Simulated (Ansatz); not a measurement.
# A series of single points on V

System: V (P6₃/mmc, 2 atoms in the cell).
Method: Kohn-Sham DFT of a periodic cell, LDA, all-electron LAPW, scalar-relativistic, spin-polarised (Ansatz 0.2.0).

The 7 runs differ only in the geometry, by an even scaling of the cell at fixed fractional positions. The structure derives from a Materials Project entry.

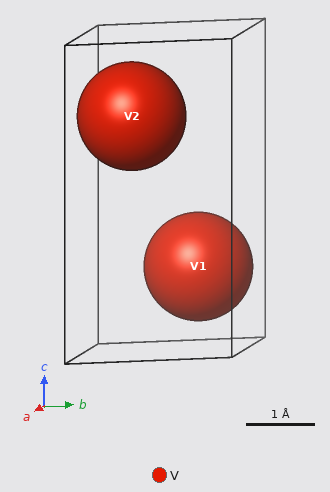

Figure 1. The structure of run 4 (spheres-only view of the cell of the calculation, seen slightly off an axis; atoms are numbered from 1 in the order of the input). An atom can appear more than once, as a periodic image.

### Input of run 4
```yaml
crystal:
  lattice:
    - [2.6042941027, 0.0, 0.0]
    - [-1.3021470513, 2.2553848518, 0.0]
    - [0.0, 0.0, 4.723336]
  atoms:
    - { symbol: V, position: [0.3333333333, 0.6666666667, 0.25], spin: 2.0 }
    - { symbol: V, position: [0.6666666667, 0.3333333333, 0.75], spin: 2.0 }
kpoints:
  mp_grid: { grid: [12, 12, 6] }
scf:
  occupations: { method: fermi_dirac, width: 0.05 }
hamiltonian:
  xc: lda
  pseudopotentials: { kind: all_electron, lapw: { basis_error: 0.001 } }
magnetization:
  spin_polarized: true
output:
  forces: true
  stress: true
  eigenvalues: true
```

Command:
```bash
ansatz run input.yaml --threads 2 --pin off --max-ram 6144MiB --backend cpu --events-out ev --progress --plain --runs-dir out
```

Run 2 differs from it as follows:
```diff
-    - [2.6042941027, 0.0, 0.0]
-    - [-1.3021470513, 2.2553848518, 0.0]
-    - [0.0, 0.0, 4.723336]
+    - [2.5690966245, 0.0, 0.0]
+    - [-1.2845483122, 2.2249029415, 0.0]
+    - [0.0, 0.0, 4.6594993097]
```

### Results, with one run withheld

```tsv
run	volume per atom (Å³)	free energy per atom, from the lowest run given (meV)	pressure (GPa)
1	13.039	0.00	−2.41
2	13.317	?	?
3	13.594	21.50	−9.75
4	13.872	41.14	−12.88
5	14.149	65.92	−15.69
6	14.427	95.32	−18.22
7	14.704	128.88	−20.49
```

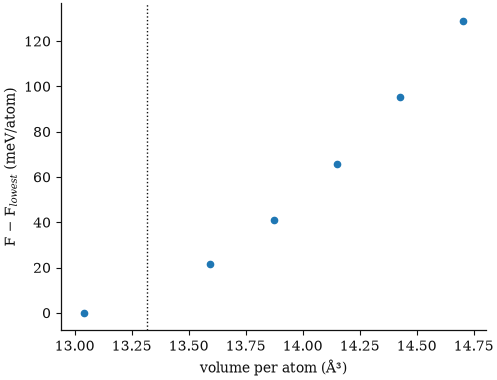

Figure 2. Free energy per atom of the runs given; the dotted line marks run 2.

Fit the runs given and predict run 2.

A cubic polynomial in V^(−2/3) (the Birch–Murnaghan form), fitted to the 6 runs given, misses them by at most 0.03 meV per atom. With x = V^(−2/3) − 0.17260 Å⁻², it reads F = 47.255 − 10324 x + 5.5156e+05 x² − 2.0951e+05 x³ (meV per atom). At run 2 it gives 7.60 meV per atom, and the run itself gives 7.58. The slope of the fit gives a pressure −dF/dV of −6.28 GPa there, and the run prints −6.27 GPa. The fit has no minimum inside this range.

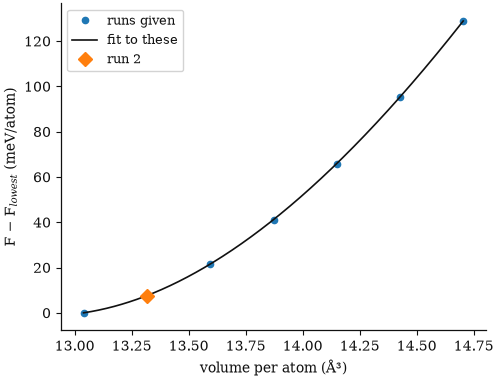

Figure 3. The fit and the withheld run.

### Output, shortened to warnings, some set-up lines, iterations and results (run 2)
```
WARN: the starting moments were not kept: the SCF closed with an absolute magnetisation of 6.1e-7 μB, where they sum to 4 μB in size (2 sites). That is at most 0.1 of that sum. Measured as dr2_m measures the in/out step, that magnetisation stands 4.1e-14 eV from none, at or under the dr2_threshold of 1.0e-7 eV: it is no larger than a step whose dr2_m would equal this threshold. The system may …
Basis set: ecut = 269.47045008919827 eV, 259 PW (Γ), exchange–correlation at level 2
Symmetry: 24 space group operations
k-points: 76 of 864
Initial density: superposition of atomic densities (chi_scale 0.1, normalization cell)
[...]
SCF iter   1: F=—  HF=-51560.334937 eV  |F-HF|=—  |Δ(HF+E_count)|=         —  Δρ=7.27e-2 (↑7.27e-2 ↓6.31e-2)  dr2=1.20e-1  dr2_m=1.08e0  M=0.855 μB ∫|m|=0.855 μB  β_m=0.30  …
SCF iter   2: F=—  HF=-51560.044140 eV  |F-HF|=—  |Δ(HF+E_count)|=   2.91e-1  Δρ=5.22e-2 (↑5.22e-2 ↓4.81e-2)  dr2=5.03e-2  dr2_m=5.99e-1  M=0.710 μB ∫|m|=0.711 μB  β_m=0.65  …
SCF iter   3: F=—  HF=-51560.088673 eV  |F-HF|=—  |Δ(HF+E_count)|=   4.45e-2  Δρ=1.66e-2 (↑1.66e-2 ↓1.02e-2)  dr2=6.46e-2  dr2_m=2.37e-2  M=0.115 μB ∫|m|=0.115 μB  β_m=0.55  …
SCF iter   4: F=—  HF=-51559.911461 eV  |F-HF|=—  |Δ(HF+E_count)|=         —  Δρ=2.47e-3 (↑2.47e-3 ↓1.85e-3)  dr2=8.00e-4  dr2_m=9.68e-4  M=0.033 μB ∫|m|=0.033 μB  β_m=0.77  …
SCF iter   5: F=—  HF=-51559.911810 eV  |F-HF|=—  |Δ(HF+E_count)|=   3.49e-4  Δρ=3.41e-4 (↑2.97e-4 ↓3.41e-4)  dr2=2.42e-5  dr2_m=1.87e-5  M=0.005 μB ∫|m|=0.005 μB  β_m=0.88  …
SCF iter   6: F=—  HF=-51559.911934 eV  |F-HF|=—  |Δ(HF+E_count)|=   1.24e-4  Δρ=8.58e-5 (↑8.58e-5 ↓4.83e-5)  dr2=1.50e-6  dr2_m=8.60e-7  M=0.001 μB ∫|m|=0.001 μB  β_m=0.84  …
SCF iter   7: F=—  HF=-51559.911935 eV  |F-HF|=—  |Δ(HF+E_count)|=   6.56e-7  Δρ=1.81e-5 (↑1.19e-5 ↓1.81e-5)  dr2=2.19e-8  dr2_m=5.26e-8  M=0.000 μB ∫|m|=0.000 μB  β_m=0.91  …
SCF iter   8: F=—  HF=-51559.911935 eV  |F-HF|=—  |Δ(HF+E_count)|=   5.69e-8  Δρ=2.03e-6 (↑2.03e-6 ↓1.28e-6)  dr2=3.26e-10  dr2_m=6.29e-10  M=-0.000 μB ∫|m|=0.000 μB  …
SCF iter   9: F=—  HF=-51559.911935 eV  |F-HF|=—  |Δ(HF+E_count)|=   1.07e-9  Δρ=2.40e-7 (↑1.28e-7 ↓2.40e-7)  dr2=4.14e-12  dr2_m=8.10e-12  M=-0.000 μB ∫|m|=0.000 μB  …
SCF iter  10: F=-51559.911935 eV  HF=-51559.911935 eV  |F-HF|=7.28e-12  |Δ(HF+E_count)|=  8.00e-11  Δρ=3.04e-8 (↑3.04e-8 ↓1.83e-8)  dr2=1.44e-13  dr2_m=1.24e-13  M=0.000 μB …
SCF 1 converged in 10 iterations: F = -51559.911935 eV  dr2 = 1.44e-13
WARN: the starting moments were not kept: the SCF closed with an absolute magnetisation of 6.1e-7 μB, where they sum to 4 μB in size (2 sites). That is at most 0.1 of that sum. Measured as dr2_m measures the in/out step, that magnetisation stands 4.1e-14 eV from none, at or under the dr2_threshold …
SCF converged after 10 iterations
Magnetization: 0.0000 μB (13.0000 up, 13.0000 down)
Absolute magnetization: 0.0000 μB (∫|ρ↑−ρ↓|)
Spin contamination: 0.0000 ħ² per cell (⟨S²⟩ above its minimum at these occupations)
Per-site moments (μB) at R_I (Å): [(2.554941751498063e-7, 1.2845482930816374), (2.554941751498063e-7, 1.2845482930816374)]
Free energy (F): -51559.911935 eV
Harris-Foulkes:  -51559.911935 eV  (|F-HF|=7.28e-12)
Internal energy: -51559.888902 eV  (E = F + TS)
E sigma→0 (E₀):  -51559.900419 eV
Entropy (-TS):   -0.023032 eV (-11.516 meV/atom)
Fermi energy:    17.306329 eV
--- Per-component energies (eV) ---
  E_band       = -269.842356
  E_kinetic    = 52078.165576
  E_xc         = -2367.227943
  E_electrostatic = -101270.826536  (all electrons and nuclei)
  E_smearing   = -0.023032  (= −TS)
  E_closure    = 0.000000  (closes the sum)
  E_atoms      = -51541.581407  (free atoms, spherical and without spin; not in F)
[...]
```

Warnings of the run: some starting moments were not kept.
